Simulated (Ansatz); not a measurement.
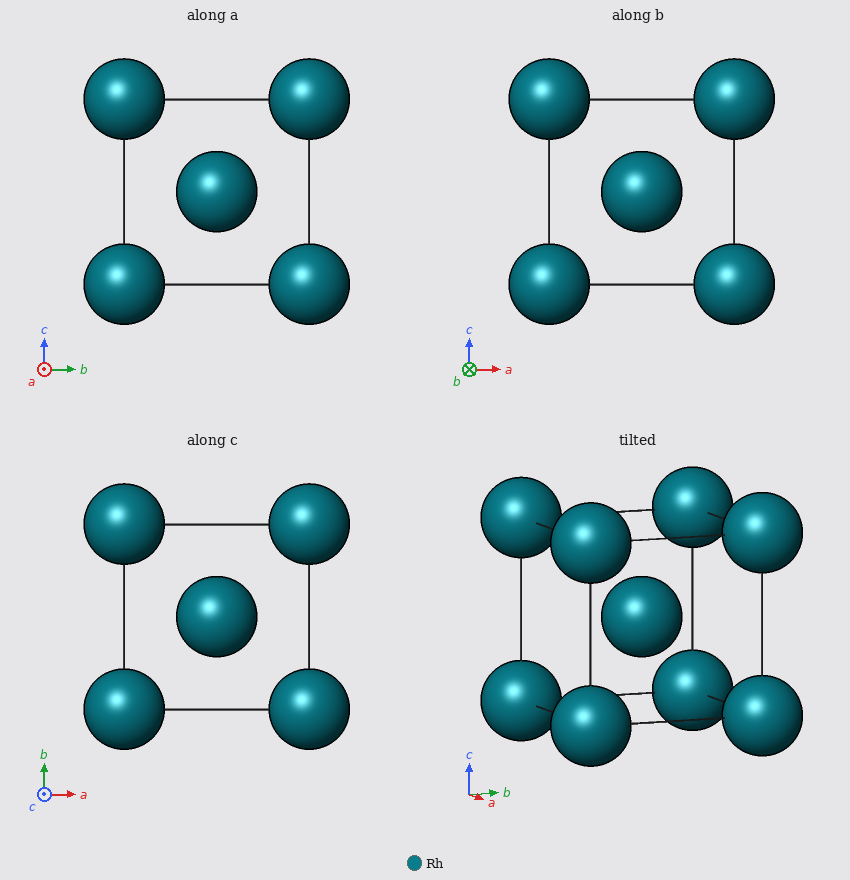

Drawn in the spheres-only manner and seen along the a axis, along the b axis, along the c axis and slightly off an axis. Atoms at the boundary of the conventional unit cell (the box) are drawn once for each face, edge or corner they touch.

Lattice parameters: a = 2.988 Å, b = 2.988 Å, c = 2.988 Å, α = 90.00°, β = 90.00°, γ = 90.00°. Put a along x and b in the xy plane.

Q: From the views, write a POSCAR file.

A:
```
Rh
1.0
     2.988    0.000    0.000
     0.000    2.988    0.000
     0.000    0.000    2.988
Rh
2
Direct
  0.0000 0.0000 0.0000
  0.5000 0.5000 0.5000
```

The initial geometry was a structure type filled with this element by a generator (whether the element takes this form wasn't checked). Earlier steps of the study may have refined or changed the cell and positions. It went into a calculation with Ansatz.

At this level of theory the cell isn't at rest (compressed, at 24 GPa), so its distances can differ from those at equilibrium, the more so the softer the solid.
